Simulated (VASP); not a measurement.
Geometry relaxation of ZnS (part 2 of 3)

ZnS (P6₃mc, 4 atoms in the cell); Kohn-Sham DFT of a periodic cell, BLYP with D3(BJ), VASP PAW PBE potentials, recommended, no spin polarisation (VASP 6.6.1); cutoff 600 eV, 8×8×5 k-mesh, fermi-dirac of 0.05 eV. The structure derives from an entry of the Crystallography Open Database.

Geometry of the input (Å; fractional positions):
```
3.8110  0.0000  0.0000
-1.9055  3.3004  0.0000
0.0000  0.0000  6.2340
Zn 0.6667  0.3333  0.5000
Zn 0.3333  0.6667  0.0000
S  0.6667  0.3333  0.8850
S  0.3333  0.6667  0.3850
```

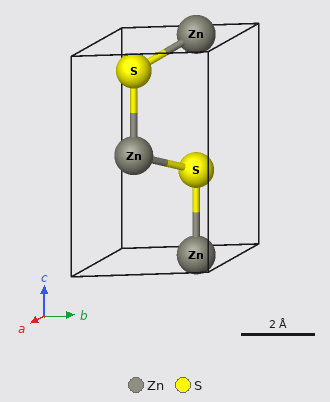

*The starting structure (ball-and-stick view of the cell of the calculation, seen slightly off an axis).*

Parts of OUTCAR, continued:
```
   k-points           NKPTS =     30   k-points in BZ     NKDIM =     30   number of bands    NBANDS=     22
   number of dos      NEDOS =    301   number of ions     NIONS =      4
   total plane-waves  NPLWV =  45000
   dimension x,y,z NGX =    30 NGY =   30 NGZ =   50
   dimension x,y,z NGXF=    60 NGYF=   60 NGZF=  100
   ions per type =               2   2
   NGX,Y,Z   is equivalent  to a cutoff of  13.09, 13.09, 13.33 a.u.
   NGXF,Y,Z  is equivalent  to a cutoff of  26.17, 26.17, 26.67 a.u.
 SYSTEM =  ZnS
   PREC   = accura    normal or accurate (medium, high low for compatibility)
   ISTART =      0    job   : 0-new  1-cont  2-samecut
   ICHARG =      2    charge: 1-file 2-atom 10-const
   ISPIN  =      1    spin polarized calculation?
   LNONCOLLINEAR =      F non collinear calculations
   LSORBIT =      F    spin-orbit coupling
   LASPH  =      T    aspherical Exc in radial PAW
   ENCUT  =  600.0 eV  44.10 Ry    6.64 a.u.   7.61  7.61 12.45*2*pi/ulx,y,z
   NELM   =     80;   NELMIN=  2; NELMDL= -5     # of ELM steps
   EDIFF  = 0.1E-05   stopping-criterion for ELM
   LREAL  =      F    real-space projection
   EDIFFG = -.2E-01   stopping-criterion for IOM
   NSW    =     40    number of steps for IOM
   IBRION =      2    ionic relax: 0-MD 1-quasi-New 2-CG
   NFREE  =      1    steps in history (QN), initial steepest desc. (CG)
   ISIF   =      3    stress and relaxation
   ISYM   =      2    0-nonsym 1-usesym 2-fastsym
   POTIM  = 0.5000    time-step for ionic-motion
   TEBEG  =    0.0;   TEEND  =   0.0 temperature during run
   PSTRESS=    0.0 pullay stress
   NELECT =      36.0000    total number of electrons
   NUPDOWN=      -1.0000    fix difference up-down
   EMIN   =  10.00;   EMAX   =-10.00  energy-range for DOS
   EFERMI =   0.00;   METHOD = LEGACY
   ISMEAR =    -1;   SIGMA  =   0.05  broadening in eV -4-tet -1-fermi 0-gaus
   EFERMI_NEDOS =   21; number of points for ismear=-14 and -15
   IALGO  =     38    algorithm
   IMIX   =      4    mixing-type and parameters
     AMIX     =   0.40;   BMIX     =  1.00
     AMIX_MAG =   1.60;   BMIX_MAG =  1.00
  volume/ion in A,a.u.               =      19.60       132.29
  Fermi-wavevector in a.u.,A,eV,Ry     =   1.262943  2.386617 21.701647  1.595026
  Thomas-Fermi vector in A             =   2.396326
   LORBIT       =      0    0 simple, 1 ext, 2 COOP (PROOUT), +10 PAW based schemes
   GGA     = B5    functional components
   LHFCALC =     F    Hartree Fock is set to
   AEXX    =    0.0000 exact exchange contribution
   IVDW    =    12    specifies the selected vdW correction
   LEPSILON=     F    determine dielectric tensor
   LRPA    =     F    only Hartree local field effects (RPA)
 conjugate gradient relaxation of ions
 non-spin polarized calculation
  energy-cutoff  :      600.00
  volume of cell :       78.41
 maximum number of plane-waves:      2643
   NGX = 15   NGY = 15   NGZ = 25

--------------------------------------- Ionic step        1  -------------------------------------------

 number of electron      36.0000045 magnetization

 Free energy of the ion-electron system (eV)
  ---------------------------------------------------
  ext. energy  EPLUGINS =         0.00000000
  ---------------------------------------------------
  free energy    TOTEN  =       -11.50238874 eV

  energy without entropy =      -11.50238874  energy(sigma->0) =      -11.50238874

------------------------ aborting loop because EDIFF is reached ----------------------------------------

 Edisp (eV)   -2.68271

 E8    (eV) :    -1.8757

  FORCE on cell =-STRESS in cart. coord.  units (eV):
  Direction    XX          YY          ZZ          XY          YZ          ZX
  --------------------------------------------------------------------------------------
  -------------------------------------------------------------------------------------
  Total       0.38183     0.38183    -0.56462     0.00000    -0.00000     0.00000
  in kB       7.80201     7.80201   -11.53693     0.00000    -0.00000     0.00000
  external pressure =        1.36 kB  Pullay stress =        0.00 kB

 VOLUME and BASIS-vectors are now :
 -----------------------------------------------------------------------------
  energy-cutoff  :      600.00
  volume of cell :       78.41
      direct lattice vectors                 reciprocal lattice vectors
     3.811000000  0.000000000  0.000000000     0.262398321  0.151495741  0.000000000
    -1.905500000  3.300422814  0.000000000     0.000000000  0.302991482  0.000000000
     0.000000000  0.000000000  6.234000000     0.000000000  0.000000000  0.160410651

 POSITION                                       TOTAL-FORCE (eV/Angst)
 -----------------------------------------------------------------------------------
      1.90550      1.10014      3.11700         0.000000      0.000000      0.351029
     -0.00000      2.20028      0.00000         0.000000     -0.000000      0.351029
      1.90550      1.10014      5.51709         0.000000     -0.000000     -0.351029
     -0.00000      2.20028      2.40009        -0.000000      0.000000     -0.351029
 -----------------------------------------------------------------------------------
    total drift:                               -0.000000     -0.000000     -0.000060

  FREE ENERGIE OF THE ION-ELECTRON SYSTEM (eV)
  ---------------------------------------------------
  free  energy   TOTEN  =       -14.1850984873 eV

  energy  without entropy=      -14.1850984873  energy(sigma->0) =      -14.18509849

--------------------------------------- Ionic step        2  -------------------------------------------

 number of electron      36.0000022 magnetization

------------------------ aborting loop because EDIFF is reached ----------------------------------------

 Edisp (eV)   -2.67565

 E8    (eV) :    -1.8707

  FORCE on cell =-STRESS in cart. coord.  units (eV):
  Direction    XX          YY          ZZ          XY          YZ          ZX
  --------------------------------------------------------------------------------------
  -------------------------------------------------------------------------------------
  Total      -0.27364    -0.27364     0.25193     0.00000     0.00000     0.00000
  in kB      -5.57821    -5.57821     5.13555     0.00000     0.00000     0.00000
  external pressure =       -2.01 kB  Pullay stress =        0.00 kB

 VOLUME and BASIS-vectors are now :
 -----------------------------------------------------------------------------
  energy-cutoff  :      600.00
  volume of cell :       78.60
      direct lattice vectors                 reciprocal lattice vectors
     3.828550181  0.000000000  0.000000000     0.261195479  0.150801280  0.000000000
    -1.914275091  3.315621717  0.000000000    -0.000000000  0.301602561  0.000000000
     0.000000000 -0.000000000  6.191548518     0.000000000 -0.000000000  0.161510484

 POSITION                                       TOTAL-FORCE (eV/Angst)
 -----------------------------------------------------------------------------------
      1.91428      1.10521      3.11259         0.000000     -0.000000      0.107820
     -0.00000      2.21041      0.01682        -0.000000     -0.000000      0.107820
      1.91428      1.10521      5.46270         0.000000      0.000000     -0.107820
     -0.00000      2.21041      2.36693        -0.000000      0.000000     -0.107820
 -----------------------------------------------------------------------------------
    total drift:                               -0.000001     -0.000001     -0.003800

  FREE ENERGIE OF THE ION-ELECTRON SYSTEM (eV)
  ---------------------------------------------------
  free  energy   TOTEN  =       -14.2025000467 eV

  energy  without entropy=      -14.2025000467  energy(sigma->0) =      -14.20250005

--------------------------------------- Ionic step        3  -------------------------------------------

 number of electron      36.0000020 magnetization

------------------------ aborting loop because EDIFF is reached ----------------------------------------

 Edisp (eV)   -2.67494

 E8    (eV) :    -1.8702

  FORCE on cell =-STRESS in cart. coord.  units (eV):
  Direction    XX          YY          ZZ          XY          YZ          ZX
  --------------------------------------------------------------------------------------
  -------------------------------------------------------------------------------------
  Total      -0.33247    -0.33247     0.35745     0.00000     0.00000     0.00000
  in kB      -6.77591    -6.77591     7.28488     0.00000     0.00000     0.00000
  external pressure =       -2.09 kB  Pullay stress =        0.00 kB

 VOLUME and BASIS-vectors are now :
 -----------------------------------------------------------------------------
  energy-cutoff  :      600.00
  volume of cell :       78.61
      direct lattice vectors                 reciprocal lattice vectors
     3.830342336  0.000000000  0.000000000     0.261073270  0.150730723  0.000000000
    -1.915171168  3.317173768  0.000000000    -0.000000000  0.301461446  0.000000000
     0.000000000 -0.000000000  6.187213542     0.000000000 -0.000000000  0.161623644

 POSITION                                       TOTAL-FORCE (eV/Angst)
 -----------------------------------------------------------------------------------
      1.91517      1.10572      3.11214        -0.000000     -0.000000      0.079503
     -0.00000      2.21145      0.01854         0.000000     -0.000000      0.079503
      1.91517      1.10572      5.45715        -0.000000      0.000000     -0.079503
     -0.00000      2.21145      2.36354         0.000000      0.000000     -0.079503
 -----------------------------------------------------------------------------------
    total drift:                               -0.000001     -0.000001     -0.001986

  FREE ENERGIE OF THE ION-ELECTRON SYSTEM (eV)
  ---------------------------------------------------
  free  energy   TOTEN  =       -14.2026722201 eV

  energy  without entropy=      -14.2026722201  energy(sigma->0) =      -14.20267222

--------------------------------------- Ionic step        4  -------------------------------------------

 number of electron      36.0000011 magnetization

------------------------ aborting loop because EDIFF is reached ----------------------------------------

 Edisp (eV)   -2.68572

 E8    (eV) :    -1.8779

  FORCE on cell =-STRESS in cart. coord.  units (eV):
  Direction    XX          YY          ZZ          XY          YZ          ZX
  --------------------------------------------------------------------------------------
  -------------------------------------------------------------------------------------
  Total      -0.13841    -0.13841     0.36448     0.00000     0.00000     0.00000
  in kB      -2.83024    -2.83024     7.45326     0.00000     0.00000     0.00000
  external pressure =        0.60 kB  Pullay stress =        0.00 kB

 VOLUME and BASIS-vectors are now :
 -----------------------------------------------------------------------------
  energy-cutoff  :      600.00
  volume of cell :       78.35
      direct lattice vectors                 reciprocal lattice vectors
     3.817870557  0.000000000  0.000000000     0.261926114  0.151223113  0.000000000
    -1.908935278  3.306372891  0.000000000    -0.000000000  0.302446225  0.000000000
     0.000000000 -0.000000000  6.206785766     0.000000000 -0.000000000  0.161113987

 POSITION                                       TOTAL-FORCE (eV/Angst)
 -----------------------------------------------------------------------------------
      1.90894      1.10212      3.12900         0.000000     -0.000000      0.044321
     -0.00000      2.20425      0.02560         0.000000     -0.000000      0.044321
      1.90894      1.10212      5.46740         0.000000      0.000000     -0.044321
     -0.00000      2.20425      2.36401        -0.000000      0.000000     -0.044321
 -----------------------------------------------------------------------------------
    total drift:                               -0.000000     -0.000001     -0.001614

  FREE ENERGIE OF THE ION-ELECTRON SYSTEM (eV)
  ---------------------------------------------------
  free  energy   TOTEN  =       -14.2070972725 eV

  energy  without entropy=      -14.2070972725  energy(sigma->0) =      -14.20709727

--------------------------------------- Ionic step        5  -------------------------------------------

 number of electron      36.0000004 magnetization

------------------------ aborting loop because EDIFF is reached ----------------------------------------

 Edisp (eV)   -2.70012

 E8    (eV) :    -1.8883

  FORCE on cell =-STRESS in cart. coord.  units (eV):
  Direction    XX          YY          ZZ          XY          YZ          ZX
  --------------------------------------------------------------------------------------
  -------------------------------------------------------------------------------------
  Total       0.10022     0.10022     0.37049     0.00000     0.00000     0.00000
  in kB       2.05852     2.05852     7.61011     0.00000     0.00000     0.00000
  external pressure =        3.91 kB  Pullay stress =        0.00 kB

 VOLUME and BASIS-vectors are now :
 -----------------------------------------------------------------------------
  energy-cutoff  :      600.00
  volume of cell :       78.00
      direct lattice vectors                 reciprocal lattice vectors
     3.801433890  0.000000000  0.000000000     0.263058632  0.151876972  0.000000000
    -1.900716945  3.292138319  0.000000000    -0.000000000  0.303753944  0.000000000
     0.000000000 -0.000000000  6.232580172     0.000000000 -0.000000000  0.160447194

 POSITION                                       TOTAL-FORCE (eV/Angst)
```
